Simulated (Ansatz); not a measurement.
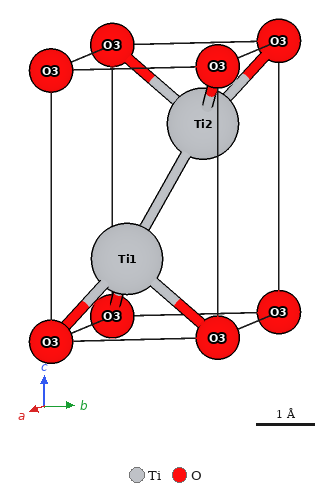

**Figure 1.** The structure as given in the input (ball-and-stick view of the cell of the calculation, seen slightly off an axis; atoms are numbered from 1 in the order of the input).

## What a change does: single-point calculation on Ti2O

System: Ti2O (P-3m1, 3 atoms in the cell).
Method of the first run: DFT, r2SCAN, plane waves, norm-conserving potentials, no spin polarisation (Ansatz 0.2.0).

The structure derives from an entry of the Crystallography Open Database. Text and figures count atoms from 1; the logs count them from 0 in places.

### Input file, the first run
```yaml
crystal:
  lattice:
    - [2.9514347743, 0.0, 0.0]
    - [-1.4757173872, 2.5560174921, 0.0]
    - [0.0, 0.0, 4.8140044533]
  atoms:
    - { symbol: Ti, position: [0.6666666667, 0.3333333333, 0.2688898715] }
    - { symbol: Ti, position: [0.3333333333, 0.6666666667, 0.7311101285] }
    - { symbol: O, position: [0.0, 0.0, 0.0] }
kpoints:
  mp_grid: { grid: [18, 18, 10] }
hamiltonian:
  xc: r2scan
  pseudopotentials: { kind: nc, accuracy: standard }
scf:
  occupations: { method: gaussian, width: 0.1 }
output:
  forces: true
  eigenvalues: true
  stress: true
```

Launched with:
```bash
ansatz run input.yaml --threads 1 --pin off --max-ram 2560MiB --backend cpu --events-out ev --progress --plain --runs-dir out
```

Hardware: 1 thread of Intel Xeon @ 2.50GHz (Skylake/Cascade Lake), 192 GiB of memory available, shared host.

### Output, shortened to warnings, some set-up lines, iterations and results (the first run)
```
Warning: hamiltonian.xc reads the kinetic-energy density τ on the library's norm-conserving files, and those of Ti, O were made for PBE. This build holds files of Ti, O that were made for r²SCAN, which a deck under this functional can read where it names no table (hamiltonian.pseudopotentials.accuracy or source), types no xc_functional and has no exact exchange, max_exx_coeff or level of …
Basis set: ecut = 1142.878222 eV, 3189 PW (Γ), exchange–correlation on 144×144×216 points (64 copies of the dense FFT grid, shifted against one another)
Symmetry: 12 space group operations
k-points: 330 of 3240
Initial density: superposition of atomic densities (chi_scale 0.1, normalization cell, long waves kept (reshape's long-wave potential 0.14 eV rms))
[...]
SCF iter   1: F=—  HF=-3701.493777 eV  |F-HF|=—  |Δ(HF+E_count)|=         —  Δρ=1.49e-1  dr2=1.70e1  dr2_τ=2.75e0  ethr=3.10e-3  ⟨swp⟩=5.0  Hψ=25360  notcnv=0
SCF iter   2: F=—  HF=-3699.011648 eV  |F-HF|=—  |Δ(HF+E_count)|=    2.48e0  Δρ=5.84e-2  dr2=3.90e0  dr2_τ=4.25e0  ethr=3.10e-3  ⟨swp⟩=3.0  Hψ=13605  notcnv=0
SCF iter   3: F=—  HF=-3698.490318 eV  |F-HF|=—  |Δ(HF+E_count)|=   5.21e-1  Δρ=3.46e-2  dr2=1.86e0  dr2_τ=5.72e-1  ethr=3.10e-3  ⟨swp⟩=2.1  Hψ=12047  notcnv=0  defer=3
SCF iter   4: F=—  HF=-3698.080577 eV  |F-HF|=—  |Δ(HF+E_count)|=   4.10e-1  Δρ=9.89e-3  dr2=5.72e-2  dr2_τ=1.68e-2  ethr=3.10e-3  ⟨swp⟩=3.8  Hψ=12663  notcnv=0  defer=4
SCF iter   5: F=—  HF=-3698.078560 eV  |F-HF|=—  |Δ(HF+E_count)|=   2.02e-3  Δρ=4.74e-3  dr2=6.06e-3  dr2_τ=9.83e-3  ethr=1.91e-4  ⟨swp⟩=2.9  Hψ=14919  notcnv=0
SCF iter   6: F=—  HF=-3698.077961 eV  |F-HF|=—  |Δ(HF+E_count)|=   5.99e-4  Δρ=1.29e-3  dr2=5.63e-4  dr2_τ=9.43e-4  ethr=2.02e-5  ⟨swp⟩=2.9  Hψ=10867  notcnv=0
SCF iter   7: F=—  HF=-3698.077964 eV  |F-HF|=—  |Δ(HF+E_count)|=   2.83e-6  Δρ=2.27e-4  dr2=2.11e-5  dr2_τ=6.17e-6  ethr=1.88e-6  ⟨swp⟩=2.0  Hψ=9885  notcnv=0
SCF iter   8: F=—  HF=-3698.077997 eV  |F-HF|=—  |Δ(HF+E_count)|=   3.32e-5  Δρ=6.14e-5  dr2=1.51e-6  dr2_τ=3.44e-7  ethr=7.04e-8  ⟨swp⟩=2.3  Hψ=11216  notcnv=0
SCF iter   9: F=—  HF=-3698.077998 eV  |F-HF|=—  |Δ(HF+E_count)|=   2.45e-7  Δρ=1.71e-5  dr2=6.21e-8  dr2_τ=1.32e-7  ethr=3.33e-10  ⟨swp⟩=6.9  Hψ=39467  notcnv=0
SCF iter  10: F=-3698.077998 eV  HF=-3698.077998 eV  |F-HF|=3.63e-10  |Δ(HF+E_count)|=   1.44e-8  Δρ=4.26e-6  dr2=3.97e-9  dr2_τ=8.22e-9  ethr=2.07e-10  ⟨swp⟩=5.6  Hψ=24076  …
SCF 1 converged in 10 iterations: F = -3698.077998 eV  dr2 = 3.97e-9
SCF converged after 10 iterations
Free energy (F): -3698.077998 eV
Harris-Foulkes:  -3698.077998 eV  (|F-HF|=3.63e-10)
Internal energy: -3698.073351 eV  (E = F + TS)
E sigma→0 (E₀):  -3698.075674 eV
Entropy (-TS):   -0.004646 eV (-1.549 meV/atom)
Fermi energy:    15.661748 eV
--- Per-component energies (eV) ---
  E_band       = -296.122834
  E_kinetic    = 1570.805372
  E_local      = -2538.919031  (includes V_loc(G=0)·N_el)
  E_nonlocal   = -27.735564
  E_hartree    = 696.571051
  E_xc         = -605.434170
  E_vxc        = -747.387021  (∫ρ·V_xc dr)
  E_vtau       = 53.971719  (kinetic-family band-sum trace: ∫τ·v_τ [+ j·A + Jᵃ·Aᵃ] dr)
  E_ewald      = -2793.361009
  E_smearing   = -0.004646  (= −TS)
  E_closure    = -0.000000  (closes the sum)
  Σ components = -3698.077998   (vs F -3698.077998, Δ=0.00e0)
--- Forces (eV/Å), atoms counted from 1 ---
  atom   1  Ti    -0.00000000     0.00000000     0.07482042
  atom   2  Ti     0.00000000    -0.00000000    -0.07482042
  atom   3  O     -0.00000000     0.00000000    -0.00000000
  max |Σ_I F_I| component: 7.40e-17 eV/Å
--- Stress (GPa, compression-positive) ---
       -0.630096      -0.000000       0.000000
       -0.000000      -0.630096      -0.000000
        0.000000      -0.000000      -0.883244
  P = ⅓ Tr σ = -0.7145 GPa (-7.145 kbar)
```

The input of the second run differs as follows (lines with − go, lines with + come):
```diff
-    - [2.9514347743, 0.0, 0.0]
-    - [-1.4757173872, 2.5560174921, 0.0]
-    - [0.0, 0.0, 4.8140044533]
+    - [2.9198164178, 0.0, 0.0]
+    - [-1.4599082089, 2.5286351922, 0.0]
+    - [0.0, 0.0, 4.7712646814]
-    - { symbol: Ti, position: [0.6666666667, 0.3333333333, 0.2688898715] }
-    - { symbol: Ti, position: [0.3333333333, 0.6666666667, 0.7311101285] }
+    - { symbol: Ti, position: [0.6666666667, 0.3333333333, 0.2696977942] }
+    - { symbol: Ti, position: [0.3333333333, 0.6666666667, 0.7303022058] }
+accuracy: low
```

How does the second run compare with the first run?

With the same functional and potentials, the second run lies 5.3 meV per atom higher (other lines of the input change too). The pressure goes from −0.71 to 5.70 GPa. The volume per atom goes from 12.11 to 11.74 Å³. The number of SCF iterations is the same. The plane waves at Γ go from 3189 to 3039.

### Output, shortened to warnings, some set-up lines, iterations and results (the second run)
```
Warning: hamiltonian.xc reads the kinetic-energy density τ on the library's norm-conserving files, and those of Ti, O were made for PBE. This build holds files of Ti, O that were made for r²SCAN, which a deck under this functional can read where it names no table (hamiltonian.pseudopotentials.accuracy or source), types no xc_functional and has no exact exchange, max_exx_coeff or level of …
Basis set: ecut = 1142.878222 eV, 3039 PW (Γ), exchange–correlation on 108×108×162 points (27 copies of the dense FFT grid, shifted against one another)
Symmetry: 12 space group operations
k-points: 330 of 3240
Initial density: superposition of atomic densities (chi_scale 0.1, normalization cell, long waves kept (reshape's long-wave potential 0.14 eV rms))
[...]
SCF iter   1: F=—  HF=-3701.495630 eV  |F-HF|=—  |Δ(HF+E_count)|=         —  Δρ=1.50e-1  dr2=1.69e1  dr2_τ=2.57e0  ethr=3.10e-3  ⟨swp⟩=5.2  Hψ=25533  notcnv=0
SCF iter   2: F=—  HF=-3699.014366 eV  |F-HF|=—  |Δ(HF+E_count)|=    2.48e0  Δρ=5.94e-2  dr2=3.99e0  dr2_τ=4.01e0  ethr=3.10e-3  ⟨swp⟩=3.0  Hψ=13633  notcnv=0
SCF iter   3: F=—  HF=-3698.469617 eV  |F-HF|=—  |Δ(HF+E_count)|=   5.45e-1  Δρ=3.52e-2  dr2=1.84e0  dr2_τ=6.06e-1  ethr=3.10e-3  ⟨swp⟩=2.2  Hψ=12074  notcnv=0  defer=3
SCF iter   4: F=—  HF=-3698.064013 eV  |F-HF|=—  |Δ(HF+E_count)|=   4.06e-1  Δρ=9.89e-3  dr2=5.29e-2  dr2_τ=1.66e-2  ethr=3.10e-3  ⟨swp⟩=3.8  Hψ=12724  notcnv=0  defer=3
SCF iter   5: F=—  HF=-3698.062471 eV  |F-HF|=—  |Δ(HF+E_count)|=   1.54e-3  Δρ=4.51e-3  dr2=5.26e-3  dr2_τ=8.70e-3  ethr=1.76e-4  ⟨swp⟩=2.9  Hψ=15013  notcnv=0
SCF iter   6: F=—  HF=-3698.062038 eV  |F-HF|=—  |Δ(HF+E_count)|=   4.33e-4  Δρ=1.22e-3  dr2=4.92e-4  dr2_τ=8.41e-4  ethr=1.75e-5  ⟨swp⟩=2.9  Hψ=10726  notcnv=0
SCF iter   7: F=—  HF=-3698.062047 eV  |F-HF|=—  |Δ(HF+E_count)|=   8.76e-6  Δρ=2.21e-4  dr2=1.81e-5  dr2_τ=5.63e-6  ethr=1.64e-6  ⟨swp⟩=2.0  Hψ=9032  notcnv=0
SCF iter   8: F=—  HF=-3698.062072 eV  |F-HF|=—  |Δ(HF+E_count)|=   2.48e-5  Δρ=6.21e-5  dr2=1.39e-6  dr2_τ=3.18e-7  ethr=6.03e-8  ⟨swp⟩=2.1  Hψ=11297  notcnv=0
SCF iter   9: F=—  HF=-3698.062072 eV  |F-HF|=—  |Δ(HF+E_count)|=   1.91e-7  Δρ=1.64e-5  dr2=5.41e-8  dr2_τ=1.17e-7  ethr=3.33e-10  ⟨swp⟩=6.6  Hψ=39008  notcnv=0
SCF iter  10: F=-3698.062072 eV  HF=-3698.062072 eV  |F-HF|=4.29e-10  |Δ(HF+E_count)|=   1.20e-8  Δρ=4.02e-6  dr2=3.40e-9  dr2_τ=6.56e-9  ethr=1.80e-10  ⟨swp⟩=5.3  Hψ=24102  …
SCF 1 converged in 10 iterations: F = -3698.062072 eV  dr2 = 3.40e-9
SCF converged after 10 iterations
Free energy (F): -3698.062072 eV
Harris-Foulkes:  -3698.062072 eV  (|F-HF|=4.29e-10)
Internal energy: -3698.057703 eV  (E = F + TS)
E sigma→0 (E₀):  -3698.059888 eV
Entropy (-TS):   -0.004369 eV (-1.456 meV/atom)
Fermi energy:    16.203620 eV
--- Per-component energies (eV) ---
  E_band       = -280.019086
  E_kinetic    = 1573.943065
  E_local      = -2497.371728  (includes V_loc(G=0)·N_el)
  E_nonlocal   = -27.940649
  E_hartree    = 683.082484
  E_xc         = -606.444327
  E_vxc        = -748.815352  (∫ρ·V_xc dr)
  E_vtau       = 54.000934  (kinetic-family band-sum trace: ∫τ·v_τ [+ j·A + Jᵃ·Aᵃ] dr)
  E_ewald      = -2823.326549
  E_smearing   = -0.004369  (= −TS)
  E_closure    = -0.000000  (closes the sum)
  Σ components = -3698.062072   (vs F -3698.062072, Δ=0.00e0)
--- Forces (eV/Å), atoms counted from 1 ---
  atom   1  Ti     0.00000000    -0.00000000     0.06393630
  atom   2  Ti     0.00000000     0.00000000    -0.06393630
  atom   3  O     -0.00000000     0.00000000     0.00000000
  max |Σ_I F_I| component: 1.48e-16 eV/Å
--- Stress (GPa, compression-positive) ---
        5.824291       0.000000       0.000000
        0.000000       5.824291       0.000000
        0.000000       0.000000       5.446704
  P = ⅓ Tr σ = 5.6984 GPa (56.984 kbar)
settings of this run that can trade accuracy for cost: accuracy: low. Do not mix this run's numbers with those of runs without the same settings; the input reference describes each key
```

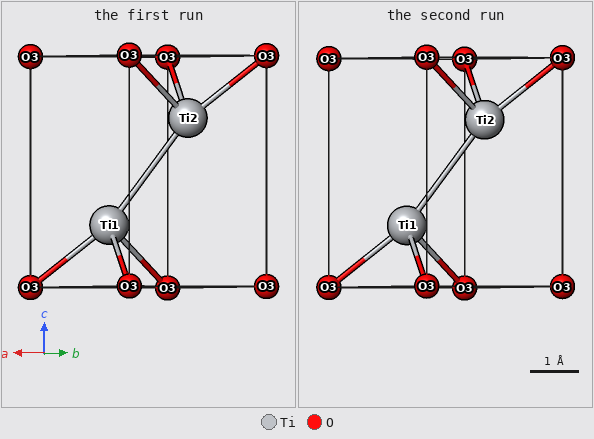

**Figure 2.** The two input geometries at one scale (ball-and-stick view of the cell of the calculation, seen at an oblique angle). The atoms keep their places relative to the cell (all moves are under 0.005 Å). The drawn cell changes as follows: a = b 2.951 → 2.920 Å (−1.1 %), c 4.814 → 4.771 Å (−0.9 %); the volume changes by −3.0 %. Among the contacts that change: Ti1–Ti2 2.803 → 2.770 Å, Ti1–Ti1 2.951 → 2.920 Å, Ti1–O3 2.140 → 2.121 Å.

### The two runs side by side

| quantity | the first run | the second run |
| --- | --- | --- |
| outcome | converged | converged |
| free energy per atom (eV) | −1232.6927 | −1232.6874 |
| energy per atom, smearing taken to zero (eV) | −1232.6919 | −1232.6866 |
| gap on the mesh (eV) | 0.00 | 0.00 |
| pressure (GPa) | −0.71 | 5.70 |
| volume per atom (Å³) | 12.11 | 11.74 |
| largest force (eV/Å) | 0.075 | 0.064 |
| SCF iterations | 10 | 10 |
| irreducible k-points | 330 | 330 |
| plane waves at Γ | 3189 | 3039 |
| wall time (shared host) | 2 min | 1.8 min |

For the second run: These settings are looser than, or depart from, a standard set-up, so the numbers are not reference values for this system. The input asks for low accuracy.
